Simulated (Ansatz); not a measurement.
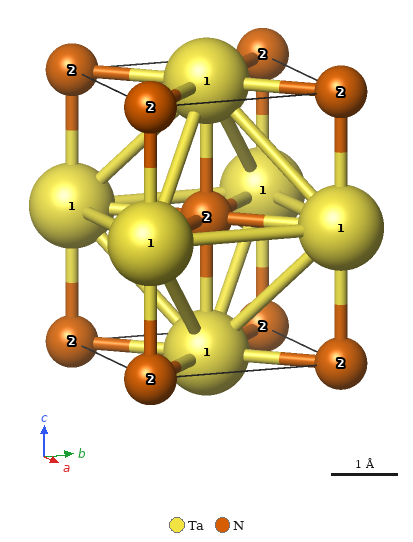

Figure 1. The structure (ball-and-stick view of the cell 2 times as large as that of the calculation, set on its symmetry axes, seen slightly off an axis; atoms are numbered from 1 in the order of the input). An atom can appear more than once, as a periodic image.

## TaN: single-point calculation

TaN (2 atoms in the cell), computed with DFT r2SCAN, scalar-relativistic, plane waves, PAW, no spin polarisation (Ansatz 0.2.0).

The structure derives from an entry of the Crystallography Open Database. It belongs to a series of runs on one base structure; here: strain +0.025 along x and y, -0.025 along z, atoms carried along. Figures and captions count atoms from 1; the log counts them from 0 in places.

What the program printed
```
Engine: ansatz 0.2.0, x86_64-unknown-linux-gnu
Pseudopotentials: kind: paw
Pseudopotential: Ta, paw, valence charge 13, recommended cutoff 500 eV (meta_gga), Ta.paw.azcp
Pseudopotential: N, paw, valence charge 5, recommended cutoff 500 eV (meta_gga), N.paw.azcp
Functional definition: r2SCAN
  parameter k0 = 0.174
  parameter k1 = 0.065
  parameter a1 = 4.9479
  exchange = r2scan_x(k0 = k0, k1 = k1, a1 = a1)
  correlation = r2scan_c
Crystal: 2 atoms, lattice volume = 21.196 Å³
Basis set: ecut = 500 eV, 535 PW (Γ), exchange–correlation on 96×96×96 points (64 copies of the dense FFT grid, shifted against one another)
Bands: 13, of which v1, the nominal top of the filled ones, is band 9 counted from 1 (8 counted from 0)
Symmetry: 16 space group operations
Space group: I4/mmm (ITA 139), of the structure as read, at distance tolerance 2.8e-5 Å
k-points: 480 of 5832
Non-local potential: Ta, projectors of the file, l = 0: 3, l = 1: 2, l = 2: 2, l = 3: 1
Non-local potential: N, projectors of the file, l = 0: 2, l = 1: 2, l = 2: 1
PAW form: soft (Blöchl's): semilocal exchange-correlation on the pseudo side does not see the compensation charge
PAW frozen core: Ta, regenerated for the run's functional (the file was generated under x = pbe(κ = 0.804, μ = 0.2195149727645171), c = pbe(β = 0.06672455060314922))
PAW frozen core: N, regenerated for the run's functional (the file was generated under x = pbe(κ = 0.804, μ = 0.2195149727645171), c = pbe(β = 0.06672455060314922))
PAW one-centre angular grid: Ta, 590 points (default); XC on 160 Gauss nodes
PAW one-centre angular grid: N, 302 points (default); XC on 160 Gauss nodes
Initial density: superposition of atomic densities (neutral atoms: chi_scale 0, normalization atom), corrected by the library's trained network
Initial wavefunctions: pseudopotential atomic-orbital guess
Functional: x = r2scan, c = r2scan; τ floored in thin density (d = 2e-4 eV/Å³)
SCF iter   1: F=—  HF=-10330.916095 eV  |F-HF|=—  |Δ(HF+E_count)|=         —  Δρ=7.86e-3  dr2=4.90e-3  dr2_τ=1.37e-1  ethr=1.77e-3  ⟨swp⟩=5.5  Hψ=77738  notcnv=0  defer=104
automatic band count: the SCF goes on with 17 bands, as 13 were too few: the levels above may hold too much charge
preconditioner: auto → none  [metal: Δε(μ)=0.010 eV  Ē_g=16.487 eV  σ=0.150 eV  W_gap=0.04  n_scr=8 (ndim 8)  ℏωp=25.5 eV  f_vac=0.000  D(μ)=0.78/eV (n_scr^D=8)  sad-step TF]
SCF iter   2: F=—  HF=-10330.987792 eV  |F-HF|=—  |Δ(HF+E_count)|=   7.17e-2  Δρ=6.48e-3  dr2=5.79e-3  dr2_τ=3.16e-4  ethr=2.72e-5  ⟨swp⟩=2.0  Hψ=17933  notcnv=0  defer=1142
SCF iter   3: F=—  HF=-10330.988235 eV  |F-HF|=—  |Δ(HF+E_count)|=   4.43e-4  Δρ=3.85e-3  dr2=1.18e-3  dr2_τ=3.14e-4  ethr=2.72e-5  ⟨swp⟩=2.0  Hψ=9018  notcnv=0  defer=1142
SCF iter   4: F=—  HF=-10330.988821 eV  |F-HF|=—  |Δ(HF+E_count)|=   5.86e-4  Δρ=2.44e-3  dr2=1.31e-3  dr2_τ=9.21e-5  ethr=6.58e-6  ⟨swp⟩=2.7  Hψ=11231  notcnv=0  defer=1142
SCF iter   5: F=—  HF=-10330.988564 eV  |F-HF|=—  |Δ(HF+E_count)|=   2.57e-4  Δρ=2.23e-4  dr2=5.93e-6  dr2_τ=8.15e-7  ethr=6.58e-6  ⟨swp⟩=2.2  Hψ=8796  notcnv=0  defer=1142
SCF iter   6: F=—  HF=-10330.988565 eV  |F-HF|=—  |Δ(HF+E_count)|=   5.42e-7  Δρ=6.41e-5  dr2=1.01e-6  dr2_τ=6.92e-8  ethr=3.29e-8  ⟨swp⟩=2.3  Hψ=10062  notcnv=0  defer=1142
SCF iter   7: F=—  HF=-10330.988565 eV  |F-HF|=—  |Δ(HF+E_count)|=   5.71e-8  Δρ=3.33e-5  dr2=2.65e-7  dr2_τ=9.07e-9  ethr=5.59e-9  ⟨swp⟩=1.9  Hψ=8830  notcnv=0  defer=1142
SCF iter   8: F=-10330.988565 eV  HF=-10330.988565 eV  |F-HF|=2.65e-8  |Δ(HF+E_count)|=   1.10e-8  Δρ=1.45e-5  dr2=4.88e-8  dr2_τ=2.11e-9  ethr=5.56e-10  ⟨swp⟩=12.3  Hψ=46499  notcnv=0
SCF 1 converged in 8 iterations: F = -10330.988565 eV  dr2 = 4.88e-8
  greatest PAW one-centre occupation: 0.998 electrons in one spin orbital (limit 2), on the Ta atom at site 0 (counted from 0), in its partial waves of l = 0
SCF converged after 8 iterations
Free energy (F): -10330.988565 eV
Harris-Foulkes:  -10330.988565 eV  (|F-HF|=2.65e-8)
Internal energy: -10330.979836 eV  (E = F + TS)
E sigma→0 (E₀):  -10330.984200 eV
Entropy (-TS):   -0.008729 eV (-4.365 meV/atom)
Fermi energy:    21.852838 eV
--- Per-component energies (eV) ---
  E_band       = -58.713900
  E_kinetic    = 503.640900
  E_local      = -584.464397  (includes V_loc(G=0)·N_el)
  E_nonlocal   = 59.847944
  E_hartree    = 198.004861
  E_xc         = -265.953007
  E_vxc        = -308.935197  (∫ρ·V_xc dr)
  E_paw        = -8552.395682  (= ΣΔE_a)
  E_vpaw       = -140.787197  (= ΣTr[D̂ρ^β])
  E_aug_tail   = 0.000087  (compensation charges beyond the density's cutoff)
  E_vtau       = 15.975875  (kinetic-family band-sum trace: ∫τ·v_τ [+ j·A + Jᵃ·Aᵃ] dr)
  E_ewald      = -1688.874696
  E_core_change = -0.785845  (= ΣΔE_core)
  E_smearing   = -0.008729  (= −TS)
  E_closure    = 0.000000  (closes the sum)
  Σ components = -10330.988565   (vs F -10330.988565, Δ=0.00e0)
--- Forces (eV/Å), atoms counted from 1 ---
  atom   1  Ta     0.00000000    -0.00000000    -0.00000000
  atom   2  N     -0.00000000     0.00000000     0.00000000
  max |Σ_I F_I| component: 4.34e-29 eV/Å
--- Stress (GPa, compression-positive) ---
       -8.310447       0.000000      -0.000000
        0.000000      -8.310447      -0.000000
       -0.000000      -0.000000      25.357478
  P = ⅓ Tr σ = 2.9122 GPa (29.122 kbar)
--- Band table (eV; the first three rows and the last of 480) ---
  k-point 0: bands = ["-49.6191", "-15.2189", "-15.2189", "-15.1993", "1.8181", "17.6107", "17.6107", "17.8380", "19.5003", "19.5003", "20.0999", "21.6811", "21.8214", "24.2355", "31.5590", "45.5201", "47.0568"]
  k-point 1: bands = ["-49.6172", "-15.2432", "-15.2225", "-15.2058", "1.8941", "17.2275", "17.3322", "17.5390", "19.6526", "19.6897", "20.2032", "21.9816", "22.1420", "24.4813", "31.7953", "44.7585", "46.2353"]
  k-point 2: bands = ["-49.6119", "-15.3249", "-15.2327", "-15.2118", "2.1154", "16.3533", "16.7250", "16.9089", "20.0043", "20.0431", "20.4282", "22.7522", "22.9495", "25.1363", "32.4601", "43.0614", "44.8385"]
  k-point 479: bands = ["-49.5288", "-15.9601", "-15.5570", "-15.5570", "3.0381", "15.1317", "16.1492", "16.6663", "16.6663", "24.1830", "25.4237", "25.4237", "26.7271", "29.6210", "31.2272", "39.2645", "39.2645"]
```

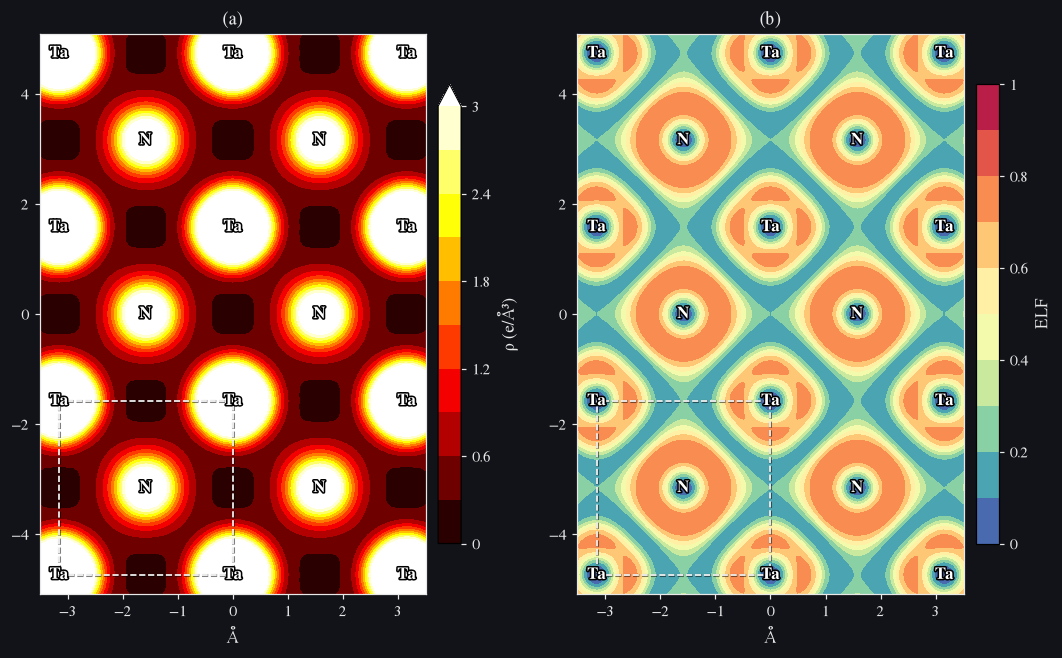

Figure 2. (a) valence charge density (pseudo); (b) ELF on the (001) plane of the conventional cell. Ta–N (2.23 Å): the density is about 0.49 e/Å³ at the midpoint; the ELF is about 0.15 at the midpoint (a polar contact without a shared pair, in a metal). Ta–Ta (3.16 Å): the density is about 0.22 e/Å³ at the midpoint; the ELF is about 0.20 at the midpoint (no shared electron pair). Away from the nuclei the density in this plane falls to 0.22 e/Å³ at its lowest. The strong features right at Ta lie inside the PAW spheres (semicore, d or f shells) and say nothing about bonding. Core electrons are frozen (PAW), so the fields are smoothed inside the atomic spheres.

The run was set up as follows.

Input
```yaml
crystal:
  lattice:
    - [0.0, 2.233475, 2.124525]
    - [2.233475, 0.0, 2.124525]
    - [2.233475, 2.233475, 0.0]
  atoms:
    - { symbol: Ta, position: [0.5, 0.5, 0.5] }
    - { symbol: "N", position: [0.0, 0.0, 0.0] }
basis:
  ecutwfc: 500
kpoints:
  mp_grid: { grid: [18, 18, 18] }
hamiltonian:
  xc: r2scan
scf:
  occupations: { method: gaussian, width: 0.15 }
output:
  forces: true
  stress: true
  eigenvalues: true
  write_density: true
  write_potential: true
  elf: true
  volumetric_format: npy
```

Launched with:
```bash
ansatz run input.yaml --threads 1 --pin off --max-ram 2560MiB --backend cpu --events-out ev --progress --plain --runs-dir out
```

Summary

```json
{"quantity": "outcome", "value": "converged"}
{"quantity": "space group (tolerance 0.01 Å)", "value": "I4/mmm (139)"}
{"quantity": "electrons treated", "value": "18"}
{"quantity": "free energy", "value": "−10330.9886 eV"}
{"quantity": "Fermi energy", "value": "21.853 eV"}
{"quantity": "gap on the k-point mesh", "value": "none (metallic)"}
{"quantity": "pressure", "value": "2.91 GPa"}
{"quantity": "largest force (length of the vector)", "value": "under 0.001 eV/Å"}
{"quantity": "hardware", "value": "1 thread of Intel Xeon @ 2.70GHz, 189 GiB of memory available, shared host"}
{"quantity": "wall time", "value": "26 s"}
{"quantity": "peak memory", "value": "0.53 GiB"}
```

Spin–orbit coupling is left out, which matters for Ta.
